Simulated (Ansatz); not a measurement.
Single-point calculation of Ti5Al11

The run: single-point calculation of Ti5Al11 (P4mm, 16 atoms in the cell). Method and program: DFT r2SCAN, scalar-relativistic, plane waves, PAW, no spin polarisation (Ansatz 0.2.0).

The structure derives from a Materials Project entry. It belongs to a series of runs on one base structure; here: structure listed in a database for this formula (P4mm, No. 99). Figures and captions count atoms from 1; the log counts them from 0 in places.

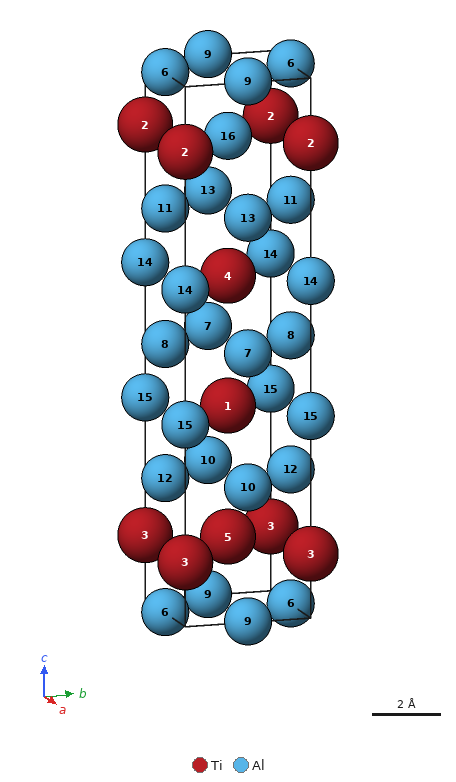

Figure 1. The structure as given in the input (spheres-only view of the cell of the calculation, seen slightly off an axis; atoms are numbered from 1 in the order of the input).

### Input
```yaml
crystal:
  lattice:
    - [3.90683164, 0.0, 0.0]
    - [0.0, 3.90683164, 0.0]
    - [0.0, 0.0, 16.40950586]
  atoms:
    - { symbol: Ti, position: [0.5, 0.5, 0.37641989] }
    - { symbol: Ti, position: [0.0, 0.0, 0.87959604] }
    - { symbol: Ti, position: [0.0, 0.0, 0.11914919] }
    - { symbol: Ti, position: [0.5, 0.5, 0.61679206] }
    - { symbol: Ti, position: [0.5, 0.5, 0.13379091] }
    - { symbol: Al, position: [0.5, 0.0, 0.00193078] }
    - { symbol: Al, position: [0.0, 0.5, 0.49844789] }
    - { symbol: Al, position: [0.5, 0.0, 0.49844789] }
    - { symbol: Al, position: [0.0, 0.5, 0.00193078] }
    - { symbol: Al, position: [0.0, 0.5, 0.25000873] }
    - { symbol: Al, position: [0.5, 0.0, 0.74939139] }
    - { symbol: Al, position: [0.5, 0.0, 0.25000873] }
    - { symbol: Al, position: [0.0, 0.5, 0.74939139] }
    - { symbol: Al, position: [0.0, 0.0, 0.62450941] }
    - { symbol: Al, position: [0.0, 0.0, 0.37426049] }
    - { symbol: Al, position: [0.5, 0.5, 0.87592541] }
basis:
  ecutwfc: 500
kpoints:
  mp_grid: { grid: [6, 6, 1] }
hamiltonian:
  xc: r2scan
scf:
  occupations: { method: gaussian, width: 0.1 }
  lower_state_search: "off"
output:
  forces: true
  stress: true
  eigenvalues: true
```

Run on 4 threads of Intel Xeon (Granite Rapids), 192 GiB of memory available, shared host.

Launched with:
```bash
ansatz run input.yaml --threads 4 --pin off --max-ram 10240MiB --backend cpu --events-out ev --progress --plain --runs-dir out
```

### The program's output
```
Engine: ansatz 0.2.0, x86_64-unknown-linux-gnu
Pseudopotentials: kind: paw
Pseudopotential: Ti, paw, valence charge 12, recommended cutoff 500 eV (meta_gga), Ti.paw.azcp
Pseudopotential: Al, paw, valence charge 3, recommended cutoff 500 eV (meta_gga), Al.paw.azcp
Functional definition: r2SCAN
  parameter k0 = 0.174
  parameter k1 = 0.065
  parameter a1 = 4.9479
  exchange = r2scan_x(k0 = k0, k1 = k1, a1 = a1)
  correlation = r2scan_c
Crystal: 16 atoms, lattice volume = 250.464 Å³
Basis set: ecut = 500 eV, 6339 PW (Γ), exchange–correlation on 120×120×480 points (64 copies of the dense FFT grid, shifted against one another)
Bands: 63, of which v1, the nominal top of the filled ones, is band 47 counted from 1 (46 counted from 0)
Symmetry: 8 space group operations
Space group: P4mm (ITA 99), of the structure as read, at distance tolerance 6.3e-5 Å
k-points: 10 of 36
Non-local potential: Ti, projectors of the file, l = 0: 3, l = 1: 2, l = 2: 3, l = 3: 1
Non-local potential: Al, projectors of the file, l = 0: 2, l = 1: 2, l = 2: 1
PAW form: soft (Blöchl's): semilocal exchange-correlation on the pseudo side does not see the compensation charge
PAW frozen core: Ti, regenerated for the run's functional (the file was generated under x = pbe(κ = 0.804, μ = 0.2195149727645171), c = pbe(β = 0.06672455060314922))
PAW frozen core: Al, regenerated for the run's functional (the file was generated under x = pbe(κ = 0.804, μ = 0.2195149727645171), c = pbe(β = 0.06672455060314922))
PAW one-centre angular grid: Ti, 590 points (default); XC on 160 Gauss nodes
PAW one-centre angular grid: Al, 302 points (default); XC on 160 Gauss nodes
Initial density: superposition of atomic densities (neutral atoms: chi_scale 0, normalization atom), corrected by the library's trained network
Initial wavefunctions: pseudopotential atomic-orbital guess
Functional: x = r2scan, c = r2scan; τ floored in thin density (d = 2e-4 eV/Å³)
SCF iter   1: F=-18469.949064 eV  HF=-18473.419786 eV  |F-HF|=3.47e0  |Δ(HF+E_count)|=         —  Δρ=1.45e-2  dr2=3.83e0  dr2_τ=1.47e-1  ethr=1.77e-3  ⟨swp⟩=7.8  Hψ=3081  notcnv=0
preconditioner: auto → Kerker (q_TF=auto, 2.313 Å⁻¹)  [metal: Δε(μ)=0.034 eV  Ē_g=5.427 eV  σ=0.100 eV  W_gap=0.19  n_scr=60 (ndim 8)  ℏωp=17.1 eV  f_vac=0.000  D(μ)=9.39/eV (n_scr^D=84)]
SCF iter   2: F=-18472.861919 eV  HF=-18473.618518 eV  |F-HF|=7.57e-1  |Δ(HF+E_count)|=   1.99e-1  Δρ=1.29e-2  dr2=8.29e-1  dr2_τ=5.03e-2  ethr=1.77e-3  ⟨swp⟩=3.0  Hψ=1047  notcnv=0  defer=74
SCF iter   3: F=-18472.982206 eV  HF=-18473.569679 eV  |F-HF|=5.87e-1  |Δ(HF+E_count)|=   4.88e-2  Δρ=4.17e-3  dr2=6.10e-1  dr2_τ=3.16e-3  ethr=8.91e-4  ⟨swp⟩=2.7  Hψ=820  notcnv=0  defer=74
SCF iter   4: F=-18473.362945 eV  HF=-18473.558094 eV  |F-HF|=1.95e-1  |Δ(HF+E_count)|=   1.16e-2  Δρ=2.89e-3  dr2=2.02e-1  dr2_τ=1.20e-3  ethr=6.56e-4  ⟨swp⟩=1.6  Hψ=641  notcnv=0  defer=74
SCF iter   5: F=-18473.531476 eV  HF=-18473.550586 eV  |F-HF|=1.91e-2  |Δ(HF+E_count)|=   7.51e-3  Δρ=1.22e-3  dr2=2.01e-2  dr2_τ=4.81e-4  ethr=2.17e-4  ⟨swp⟩=1.4  Hψ=669  notcnv=0  defer=75
SCF iter   6: F=-18473.546615 eV  HF=-18473.549735 eV  |F-HF|=3.12e-3  |Δ(HF+E_count)|=   8.52e-4  Δρ=5.56e-4  dr2=3.49e-3  dr2_τ=4.64e-5  ethr=2.16e-5  ⟨swp⟩=1.5  Hψ=655  notcnv=0  defer=75
SCF iter   7: F=-18473.546903 eV  HF=-18473.549712 eV  |F-HF|=2.81e-3  |Δ(HF+E_count)|=   2.30e-5  Δρ=4.59e-4  dr2=2.90e-3  dr2_τ=5.63e-5  ethr=3.75e-6  ⟨swp⟩=2.0  Hψ=683  notcnv=0  defer=75
SCF iter   8: F=-18473.549444 eV  HF=-18473.549620 eV  |F-HF|=1.76e-4  |Δ(HF+E_count)|=   9.20e-5  Δρ=1.32e-4  dr2=1.97e-4  dr2_τ=5.52e-6  ethr=3.12e-6  ⟨swp⟩=1.7  Hψ=602  notcnv=0  defer=75
SCF iter   9: F=-18473.549574 eV  HF=-18473.549606 eV  |F-HF|=3.18e-5  |Δ(HF+E_count)|=   1.40e-5  Δρ=6.87e-5  dr2=4.19e-5  dr2_τ=6.35e-7  ethr=2.12e-7  ⟨swp⟩=1.9  Hψ=622  notcnv=0  defer=75
SCF iter  10: F=-18473.549572 eV  HF=-18473.549581 eV  |F-HF|=9.77e-6  |Δ(HF+E_count)|=   2.46e-5  Δρ=4.72e-5  dr2=1.08e-5  dr2_τ=5.23e-7  ethr=4.50e-8  ⟨swp⟩=2.1  Hψ=720  notcnv=0  defer=75
SCF iter  11: F=-18473.549573 eV  HF=-18473.549581 eV  |F-HF|=7.56e-6  |Δ(HF+E_count)|=   5.72e-7  Δρ=2.15e-5  dr2=7.89e-6  dr2_τ=1.73e-7  ethr=1.16e-8  ⟨swp⟩=2.0  Hψ=680  notcnv=0  defer=75
SCF iter  12: F=-18473.549579 eV  HF=-18473.549581 eV  |F-HF|=1.12e-6  |Δ(HF+E_count)|=   1.51e-7  Δρ=9.24e-6  dr2=1.22e-6  dr2_τ=1.05e-8  ethr=8.49e-9  ⟨swp⟩=1.0  Hψ=550  notcnv=0  defer=75
SCF iter  13: F=-18473.549580 eV  HF=-18473.549581 eV  |F-HF|=2.76e-7  |Δ(HF+E_count)|=   2.48e-9  Δρ=5.01e-6  dr2=3.06e-7  dr2_τ=5.40e-9  ethr=1.32e-9  ⟨swp⟩=1.1  Hψ=551  notcnv=0  defer=75
SCF iter  14: F=-18473.549581 eV  HF=-18473.549581 eV  |F-HF|=2.74e-8  |Δ(HF+E_count)|=  2.91e-10  Δρ=2.32e-6  dr2=3.22e-8  dr2_τ=1.50e-9  ethr=1.08e-10  ⟨swp⟩=11.7  Hψ=2548  notcnv=0
SCF 1 converged in 14 iterations: F = -18473.549581 eV  dr2 = 3.22e-8
  greatest PAW one-centre occupation: 1.001 electrons in one spin orbital (limit 2), on the Ti atom at site 2 (counted from 0), in its partial waves of l = 1
```

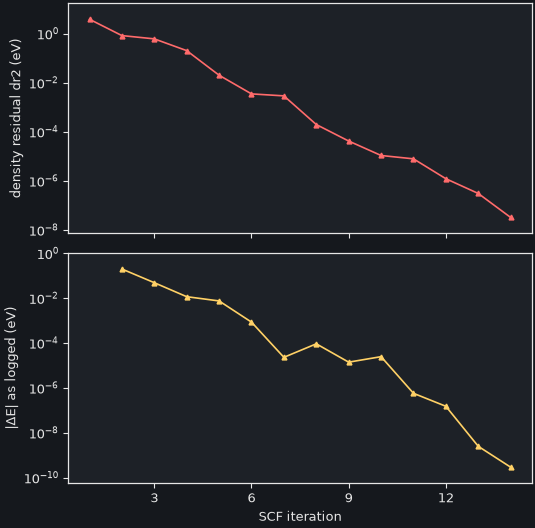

Figure 2. Convergence of the self-consistent field: density residual dr2 and size of the energy change against the SCF iteration. The residual falls at every step.

```
SCF converged after 14 iterations
Free energy (F): -18473.549581 eV
Harris-Foulkes:  -18473.549581 eV  (|F-HF|=2.74e-8)
Internal energy: -18473.507950 eV  (E = F + TS)
E sigma→0 (E₀):  -18473.528765 eV
Entropy (-TS):   -0.041631 eV (-2.602 meV/atom)
Fermi energy:    10.392423 eV
--- Per-component energies (eV) ---
  E_band       = -847.712558
  E_kinetic    = 1633.370356
  E_local      = -6723.181679  (includes V_loc(G=0)·N_el)
  E_nonlocal   = 149.640255
  E_hartree    = 2997.568685
  E_xc         = -875.820660
  E_vxc        = -1016.074845  (∫ρ·V_xc dr)
  E_paw        = -10493.609659  (= ΣΔE_a)
  E_vpaw       = -945.601118  (= ΣTr[D̂ρ^β])
  E_aug_tail   = 0.000450  (compensation charges beyond the density's cutoff)
  E_vtau       = 58.998855  (kinetic-family band-sum trace: ∫τ·v_τ [+ j·A + Jᵃ·Aᵃ] dr)
  E_ewald      = -5159.547222
  E_core_change = -1.928474  (= ΣΔE_core)
  E_smearing   = -0.041631  (= −TS)
  E_closure    = 0.000000  (closes the sum)
  Σ components = -18473.549581   (vs F -18473.549581, Δ=0.00e0)
--- Forces (eV/Å), atoms counted from 1 ---
  atom   1  Ti    -0.00000000     0.00000000    -0.07550179
  atom   2  Ti    -0.00000000     0.00000000    -0.06919614
  atom   3  Ti     0.00000000     0.00000000     0.03376639
  atom   4  Ti    -0.00000000     0.00000000    -0.01475518
  atom   5  Ti     0.00000000     0.00000000     0.06016316
  atom   6  Al     0.00000000     0.00000000     0.01252834
  atom   7  Al     0.00000000     0.00000000    -0.00336810
  atom   8  Al    -0.00000000     0.00000000    -0.00336810
  atom   9  Al     0.00000000     0.00000000     0.01252834
  atom  10  Al     0.00000000     0.00000000     0.04008398
  atom  11  Al    -0.00000000     0.00000000     0.01509666
  atom  12  Al    -0.00000000     0.00000000     0.04008398
  atom  13  Al     0.00000000     0.00000000     0.01509666
  atom  14  Al    -0.00000000     0.00000000    -0.01240071
  atom  15  Al    -0.00000000     0.00000000    -0.04185524
  atom  16  Al    -0.00000000     0.00000000    -0.00883729
  max |Σ_I F_I| component: 6.50e-5 eV/Å
--- Stress (GPa, compression-positive) ---
        0.044596       0.000000       0.000000
        0.000000       0.044596       0.000000
        0.000000       0.000000       0.239146
  P = ⅓ Tr σ = 0.1094 GPa (1.094 kbar)
--- Band table (eV; the first three rows and the last of 10) ---
  k-point 0: bands = ["-48.8243", "-48.6635", "-48.6031", "-48.4743", "-48.3209", "-24.1034", "-24.0556", "-24.0556", "-23.9188", "-23.9188", "-23.8899", "-23.8531", "-23.8531", "-23.8401", "-23.8260", "-23.8260", "-23.8194", "-23.6947", "-23.3252", "-23.3252", "-0.5822", "0.0167", "0.4239", "1.4422", "2.7152", "4.7183", "5.1611", "7.2709", "7.7220", "7.8590", "8.1784", "8.1898", "8.1906", "8.1906", "8.3365", "8.3365", "8.4960", "8.7898", "8.7898", "9.0291", "9.0291", "9.5187", "9.5604", "10.1569", "10.6739", "10.6739", "10.6850", "10.8469", "11.0312", "11.0858", "11.0858", "11.1308", "11.2681", "11.3172", "11.3172", "12.1227", "12.2845", "12.5709", "12.5741", "12.5741", "12.7684", "12.7684", "13.0501"]
  k-point 1: bands = ["-48.8241", "-48.6633", "-48.6028", "-48.4646", "-48.3303", "-24.1028", "-24.0616", "-24.0551", "-23.9248", "-23.9183", "-23.8893", "-23.8591", "-23.8527", "-23.8397", "-23.8193", "-23.7935", "-23.7894", "-23.7037", "-23.3636", "-23.3594", "-0.2908", "0.3014", "0.7093", "1.6859", "3.0013", "4.9160", "5.3823", "6.1454", "6.5739", "6.6826", "7.2127", "7.8680", "7.9729", "8.1585", "8.3635", "8.4385", "8.7008", "8.7591", "8.8800", "8.9521", "9.0898", "9.6657", "10.0562", "10.2366", "10.2665", "10.4297", "10.5538", "10.6552", "10.8155", "11.0209", "11.1524", "11.3225", "11.5074", "11.9282", "11.9846", "11.9978", "12.2668", "12.4070", "12.6106", "12.9422", "12.9935", "13.2255", "13.5968"]
  k-point 2: bands = ["-48.8236", "-48.6627", "-48.6023", "-48.4394", "-48.3550", "-24.1016", "-24.0737", "-24.0542", "-23.9368", "-23.9175", "-23.8880", "-23.8709", "-23.8518", "-23.8229", "-23.8129", "-23.7333", "-23.7042", "-23.7039", "-23.4636", "-23.4521", "0.5602", "1.1344", "1.5407", "2.4016", "3.6742", "3.9441", "4.5404", "4.7802", "5.1611", "5.7663", "6.3590", "6.9083", "7.9135", "8.0831", "8.5207", "8.5658", "8.8035", "8.8256", "9.0841", "9.1806", "9.2006", "9.6061", "9.8278", "10.0122", "10.0788", "10.7308", "10.7515", "10.9723", "11.1244", "11.1286", "11.2273", "11.3880", "11.5930", "11.7385", "11.8194", "12.2747", "12.4078", "12.6219", "12.7151", "12.8197", "13.0762", "13.1866", "13.3448"]
  k-point 9: bands = ["-48.8224", "-48.6615", "-48.6011", "-48.4162", "-48.3756", "-24.0985", "-24.0764", "-24.0764", "-23.9396", "-23.9396", "-23.9125", "-23.9125", "-23.8850", "-23.8736", "-23.8736", "-23.8169", "-23.7836", "-23.7403", "-23.2751", "-23.2751", "3.3240", "3.9653", "4.2532", "4.4562", "4.4562", "4.8134", "4.8134", "5.2092", "5.2092", "5.3877", "5.3877", "5.3899", "5.5128", "5.6387", "6.2405", "6.4790", "7.1504", "7.3481", "7.3481", "7.9162", "7.9162", "8.3237", "8.8235", "8.8235", "9.0668", "9.0668", "9.2839", "9.9983", "10.0598", "11.5232", "11.6272", "11.7907", "12.0425", "12.1007", "12.1298", "12.2553", "12.2618", "12.3588", "12.5836", "12.5998", "12.9335", "12.9335", "13.0072"]
```

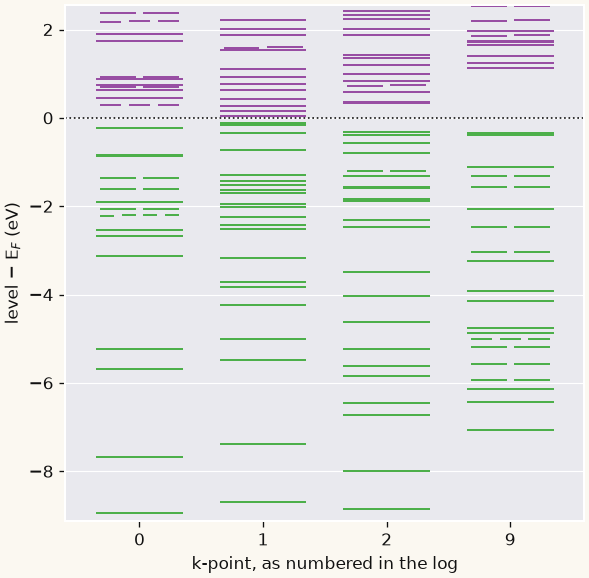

Figure 3. Kohn–Sham levels near the Fermi level (dotted) at the few k-points that the log prints; levels within 0.02 eV of each other stand side by side. The system is metallic on the full mesh.

### Results in brief

| quantity | value |
| --- | --- |
| outcome | converged |
| space group (tolerance 0.01 Å) | P4mm (99) |
| electrons treated | 93 |
| free energy | −18473.5496 eV |
| Fermi energy | 10.392 eV |
| gap on the k-point mesh | none (metallic) |
| pressure | 0.11 GPa |
| largest force (length of the vector) | 0.076 eV/Å |
| wall time | 5.9 s (CPU time 21 s) |
| peak memory | 1.1 GiB |
